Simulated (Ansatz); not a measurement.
## ScAl: geometry relaxation (part 2 of 2)

Continued. System: ScAl (Pm-3m, 2 atoms in the cell). Method: DFT r2SCAN, scalar-relativistic, plane waves, PAW, no spin polarisation (Ansatz 0.2.0); cutoff 500 eV, 12×12×12 k-mesh, Fermi–Dirac smearing of 0.15 eV. The structure derives from a Materials Project entry. It belongs to a series of runs on one base structure; here: relaxed under r2SCAN.

Geometry of the input (Å; fractional positions):
```
3.3479  0.0000  0.0000
0.0000  3.3479  0.0000
0.0000  0.0000  3.3479
Sc 0.5000  0.5000  0.5000
Al 0.0000  0.0000  0.0000
```

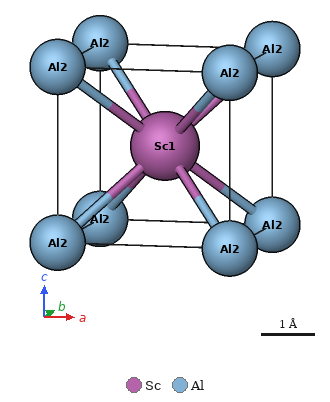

The geometry at step 1 of the log (ball-and-stick view of the cell of the calculation, seen slightly off an axis; atoms are numbered from 1 in the order of the input).

What the program printed, continued
```
relax step   2: F+E_penalty+E_count = -2681.99187340 eV  Δ(F+E_penalty+E_count) = -1.151e-3 eV  max|allowed force component| = 1.298e-29 eV/Å  Δτ_max = 0.0000 Å  P = -1.398 GPa  Ω = 39.063 Å³  energy of the carried Pulay correction = -5.966e-4 eV  (5 SCF iters, dr2 threshold 2.00e-7 eV, accepted)
Crystal: 2 atoms, lattice volume = 38.390 Å³
iter 1 solved again at ethr=5.40e-7 eV; its pass at ethr=3.10e-3 eV (dr2=7.55e-5 eV) is discarded
SCF iter   1: F=—  HF=-2681.990968 eV  |F-HF|=—  |Δ(HF+E_count)|=         —  Δρ=4.01e-4  dr2=8.46e-5  dr2_τ=2.01e-3  ethr=5.40e-7  ⟨swp⟩=2.0  Hψ=6562  notcnv=0
preconditioner: auto → none  [metal: Δε(μ)=0.063 eV  Ē_g=5.350 eV  σ=0.150 eV  W_gap=0.10  n_scr=6 (ndim 8)  ℏωp=14.7 eV  f_vac=0.000  D(μ)=0.88/eV (n_scr^D=6)]
SCF iter   2: F=—  HF=-2681.995215 eV  |F-HF|=—  |Δ(HF+E_count)|=   4.25e-3  Δρ=2.50e-4  dr2=2.69e-5  dr2_τ=5.40e-7  ethr=5.40e-7  ⟨swp⟩=2.0  Hψ=1633  notcnv=0
SCF iter   3: F=—  HF=-2681.995213 eV  |F-HF|=—  |Δ(HF+E_count)|=   1.48e-6  Δρ=1.30e-4  dr2=6.22e-6  dr2_τ=4.12e-7  ethr=1.92e-7  ⟨swp⟩=2.2  Hψ=1218  notcnv=0
SCF iter   4: F=—  HF=-2681.995213 eV  |F-HF|=—  |Δ(HF+E_count)|=   3.25e-7  Δρ=4.55e-5  dr2=6.59e-7  dr2_τ=1.32e-7  ethr=4.45e-8  ⟨swp⟩=2.2  Hψ=1484  notcnv=0
SCF iter   5: F=-2681.995213 eV  HF=-2681.995213 eV  |F-HF|=8.37e-9  |Δ(HF+E_count)|=   2.32e-7  Δρ=8.15e-6  dr2=2.18e-8  dr2_τ=4.10e-10  ethr=1.43e-9  ⟨swp⟩=8.0  Hψ=5964  notcnv=0
SCF 3 converged in 5 iterations: F = -2681.995213 eV  dr2 = 2.18e-8
relax step   3: F+E_penalty+E_count = -2681.99521289 eV  Δ(F+E_penalty+E_count) = -3.339e-3 eV  max|allowed force component| = 3.702e-30 eV/Å  Δτ_max = 0.0000 Å  P = -0.049 GPa  Ω = 38.390 Å³  energy of the carried Pulay correction = -3.387e-4 eV  (5 SCF iters, dr2 threshold 2.00e-7 eV, accepted)
Crystal: 2 atoms, lattice volume = 38.367 Å³
iter 1 solved again at ethr=1.20e-9 eV; its pass at ethr=3.10e-3 eV (dr2=1.68e-7 eV) is discarded
SCF iter   1: F=—  HF=-2681.995221 eV  |F-HF|=—  |Δ(HF+E_count)|=         —  Δρ=1.85e-5  dr2=1.72e-7  dr2_τ=2.42e-6  ethr=1.20e-9  ⟨swp⟩=2.0  Hψ=6229  notcnv=0
preconditioner: auto → none  [metal: Δε(μ)=0.062 eV  Ē_g=5.354 eV  σ=0.150 eV  W_gap=0.10  n_scr=6 (ndim 8)  ℏωp=14.7 eV  f_vac=0.000  D(μ)=0.88/eV (n_scr^D=6)]
SCF iter   2: F=—  HF=-2681.995225 eV  |F-HF|=—  |Δ(HF+E_count)|=   4.69e-6  Δρ=9.24e-6  dr2=3.07e-8  dr2_τ=2.10e-9  ethr=1.20e-9  ⟨swp⟩=2.0  Hψ=1581  notcnv=0
SCF iter   3: F=—  HF=-2681.995225 eV  |F-HF|=—  |Δ(HF+E_count)|=   1.61e-9  Δρ=4.58e-6  dr2=7.76e-9  dr2_τ=4.20e-10  ethr=4.36e-11  ⟨swp⟩=6.0  Hψ=4148  notcnv=0
SCF iter   4: F=-2681.995225 eV  HF=-2681.995225 eV  |F-HF|=1.81e-10  |Δ(HF+E_count)|=   1.19e-9  Δρ=1.19e-6  dr2=4.23e-10  dr2_τ=1.18e-10  ethr=4.36e-11  ⟨swp⟩=5.9  Hψ=4021  notcnv=0
SCF 4 converged in 4 iterations: F = -2681.995225 eV  dr2 = 4.23e-10
relax step   4: F+E_penalty+E_count = -2681.99522544 eV  Δ(F+E_penalty+E_count) = -1.255e-5 eV  max|allowed force component| = 2.087e-30 eV/Å  Δτ_max = 0.0000 Å  P = -0.001 GPa  Ω = 38.367 Å³  energy of the carried Pulay correction = -3.298e-4 eV  (4 SCF iters, dr2 threshold 6.11e-9 eV, accepted)
Initial wavefunctions: pseudopotential atomic-orbital guess (no wavefunctions were taken with the density)
iter 1 solved again at ethr=9.63e-10 eV; its pass at ethr=3.10e-3 eV (dr2=1.35e-7 eV) is discarded
SCF iter   1: F=—  HF=-2681.995568 eV  |F-HF|=—  |Δ(HF+E_count)|=         —  Δρ=5.37e-5  dr2=1.22e-7  dr2_τ=1.24e-6  ethr=9.63e-10  ⟨swp⟩=3.0  Hψ=8079  notcnv=0
SCF iter   2: F=—  HF=-2681.995568 eV  |F-HF|=—  |Δ(HF+E_count)|=   2.61e-7  Δρ=2.67e-5  dr2=3.06e-8  dr2_τ=4.88e-8  ethr=8.75e-10  ⟨swp⟩=2.0  Hψ=1519  notcnv=0
SCF iter   3: F=—  HF=-2681.995568 eV  |F-HF|=—  |Δ(HF+E_count)|=   5.79e-8  Δρ=4.44e-6  dr2=9.99e-9  dr2_τ=6.38e-10  ethr=2.18e-10  ⟨swp⟩=3.0  Hψ=1728  notcnv=0
SCF iter   4: F=—  HF=-2681.995568 eV  |F-HF|=—  |Δ(HF+E_count)|=   2.48e-9  Δρ=8.41e-7  dr2=6.81e-11  dr2_τ=6.85e-11  ethr=7.14e-11  ⟨swp⟩=2.8  Hψ=1645  notcnv=0
SCF iter   5: F=—  HF=-2681.995568 eV  |F-HF|=—  |Δ(HF+E_count)|=  9.87e-11  Δρ=8.15e-8  dr2=1.68e-12  dr2_τ=1.44e-12  ethr=4.86e-13 (applied; sched 1.00e-12)  ⟨swp⟩=2.0  Hψ=1606  notcnv=0
SCF iter   6: F=-2681.995568 eV  HF=-2681.995568 eV  |F-HF|=0.00e0  |Δ(HF+E_count)|=  2.73e-12  Δρ=1.86e-8  dr2=3.65e-14  dr2_τ=3.07e-14  ethr=1.00e-12  ⟨swp⟩=4.0  Hψ=3109  notcnv=0
SCF 5 converged in 6 iterations: F = -2681.995568 eV  dr2 = 3.65e-14
relax step   5: F+E_penalty+E_count = -2681.99556811 eV  Δ(F+E_penalty+E_count) = -3.427e-4 eV  max|allowed force component| = 3.114e-30 eV/Å  Δτ_max = 0.0000 Å  P = +0.002 GPa  Ω = 38.367 Å³  stress off target by 2.47e-3 GPa  SCF on the basis re-selected at this cell (its energy is not comparable with the rows above)  (6 SCF iters)
basis re-selected at this cell: Δ(F+E_penalty+E_count) = -3.427e-4 eV, ΔP = +0.003 GPa vs the last step (what re-selecting the basis moved, of the pressure what is left beyond the Pulay correction that the steps carried, after the strain that the cell walked since its last selection, with what the two solves' SCF thresholds leave and, on support functions, any second-order correction that the steps lacked; it is no measure of the basis error at this ecutwfc). This SCF's stress stands 2.47e-3 GPa from its target on what of the cell is left free (relax.cell.stress_tol is 1.00e-2 GPa) and its largest allowed force component is 3.11e-30 eV/Å (relax.f_tol is 1.00e-3 eV/Å): within both
SCF converged after 6 iterations
Free energy (F): -2681.995568 eV
Harris-Foulkes:  -2681.995568 eV  (|F-HF|=0.00e0)
Internal energy: -2681.926538 eV  (E = F + TS)
E sigma→0 (E₀):  -2681.961053 eV
Entropy (-TS):   -0.069030 eV (-34.515 meV/atom)
Fermi energy:    9.678550 eV
--- Per-component energies (eV) ---
  E_band       = -163.357424
  E_kinetic    = 284.892422
  E_local      = -914.306712  (includes V_loc(G=0)·N_el)
  E_nonlocal   = 91.792097
  E_hartree    = 331.241249
  E_xc         = -137.414238
  E_vxc        = -173.244659  (∫ρ·V_xc dr)
  E_paw        = -1437.471244  (= ΣΔE_a)
  E_vpaw       = -125.382164  (= ΣTr[D̂ρ^β])
  E_aug_tail   = 0.000004  (compensation charges beyond the density's cutoff)
  E_vtau       = 10.409089  (kinetic-family band-sum trace: ∫τ·v_τ [+ j·A + Jᵃ·Aᵃ] dr)
  E_ewald      = -900.361515
  E_core_change = -0.298600  (= ΣΔE_core)
  E_smearing   = -0.069030  (= −TS)
  E_closure    = -0.000000  (closes the sum)
  Σ components = -2681.995568   (vs F -2681.995568, Δ=0.00e0)
--- Forces (eV/Å), atoms counted from 1 ---
  atom   1  Sc    -0.00000000     0.00000000    -0.00000000
  atom   2  Al    -0.00000000     0.00000000     0.00000000
  max |Σ_I F_I| component: 6.39e-30 eV/Å
--- Stress (GPa, compression-positive) ---
        0.002472      -0.000000      -0.000000
       -0.000000       0.002472       0.000000
       -0.000000       0.000000       0.002472
  P = ⅓ Tr σ = 0.0025 GPa (0.025 kbar)
--- Band table (eV; the first three rows and the last of 84) ---
  k-point 0: bands = ["-41.9464", "-19.5391", "-19.5391", "-19.5391", "0.6624", "8.9885", "8.9885", "12.6316", "12.6316", "12.6316", "13.5447"]
  k-point 1: bands = ["-41.9454", "-19.5518", "-19.5380", "-19.5380", "0.7666", "8.8660", "9.0435", "12.2640", "12.2640", "12.6469", "13.2734"]
  k-point 2: bands = ["-41.9427", "-19.5860", "-19.5350", "-19.5350", "1.0750", "8.4168", "9.2014", "11.7190", "11.7190", "12.6893", "12.8961"]
  k-point 83: bands = ["-41.9025", "-19.6717", "-19.6717", "-19.6717", "6.9488", "6.9488", "6.9488", "9.3718", "12.5844", "12.5844", "12.5844"]
--- Relaxed structure (4 steps of the walk, 4 accepted, 1 SCFs on fresh bases) ---
  F+E_penalty+E_count = -2681.99556811 eV   max|allowed force component| = 3.114e-30 eV/Å   (the final SCF, on the basis selected at the relaxed cell)
  cell:  # Å, volume = 38.3673 Å³
    - [3.3727737116235605, -2.0061770254033713e-35, 8.385819966186088e-34]
    - [2.3672888899759775e-34, 3.3727737116235605, -1.2839532962581572e-34]
    - [9.669773262444244e-34, 6.419766481290786e-35, 3.3727737116235605]
  atoms:
    - { symbol: Sc, position: [0.5, 0.5, 0.5] }
    - { symbol: Al, position: [4.985645369922073e-34, -1.1505335469050836e-34, 7.670223646032583e-35] }
```

Trajectory as extended XYZ (Å, eV, eV/Å), 5 frames, from step=1 to step=5
```
2
Lattice="3.3479 0.0000 0.0000 0.0000 3.3479 0.0000 0.0000 0.0000 3.3479" Properties=species:S:1:pos:R:3:forces:R:3 step=1 energy=-2681.99072 pressure_GPa=1.87
Sc    1.6739    1.6739    1.6739    0.0000   0.0000   0.0000
Al    0.0000    0.0000    0.0000    0.0000   0.0000   0.0000
2
Lattice="3.3930 0.0000 0.0000 0.0000 3.3930 0.0000 0.0000 0.0000 3.3930" Properties=species:S:1:pos:R:3:forces:R:3 step=2 energy=-2681.99187 pressure_GPa=-1.40
Sc    1.6965    1.6965    1.6965    0.0000   0.0000   0.0000
Al    0.0000    0.0000    0.0000    0.0000   0.0000   0.0000
2
Lattice="3.3735 0.0000 0.0000 0.0000 3.3735 0.0000 0.0000 0.0000 3.3735" Properties=species:S:1:pos:R:3:forces:R:3 step=3 energy=-2681.99521 pressure_GPa=-0.05
Sc    1.6867    1.6867    1.6867    0.0000   0.0000   0.0000
Al    0.0000    0.0000    0.0000    0.0000   0.0000   0.0000
2
Lattice="3.3728 0.0000 0.0000 0.0000 3.3728 0.0000 0.0000 0.0000 3.3728" Properties=species:S:1:pos:R:3:forces:R:3 step=4 energy=-2681.99523 pressure_GPa=-0.00
Sc    1.6864    1.6864    1.6864    0.0000   0.0000   0.0000
Al    0.0000    0.0000    0.0000    0.0000   0.0000   0.0000
2
Lattice="3.3728 0.0000 0.0000 0.0000 3.3728 0.0000 0.0000 0.0000 3.3728" Properties=species:S:1:pos:R:3:forces:R:3 step=5 energy=-2681.99557 pressure_GPa=0.00
Sc    1.6864    1.6864    1.6864    0.0000   0.0000   0.0000
Al    0.0000    0.0000    0.0000    0.0000   0.0000   0.0000
```

Results in brief

- outcome: converged
- space group (tolerance 0.01 Å): Pm-3m (221)
- electrons treated: 14
- free energy: −2681.9956 eV
- Fermi energy: 9.679 eV
- gap on the k-point mesh: none (metallic)
- pressure: 0.00 GPa
- final volume: 38.37 Å³
- largest force (length of the vector) at the end: under 0.001 eV/Å
- final cell: a = 3.373 Å, b = 3.373 Å, c = 3.373 Å, α = 90.00°, β = 90.00°, γ = 90.00°
- hardware: 1 thread of Intel Xeon @ 2.50GHz (Skylake/Cascade Lake), 192 GiB of memory available, shared host
- wall time: 38 s
- peak memory: 0.48 GiB

Remarks

Results for this metal are sensitive to the k-point mesh.
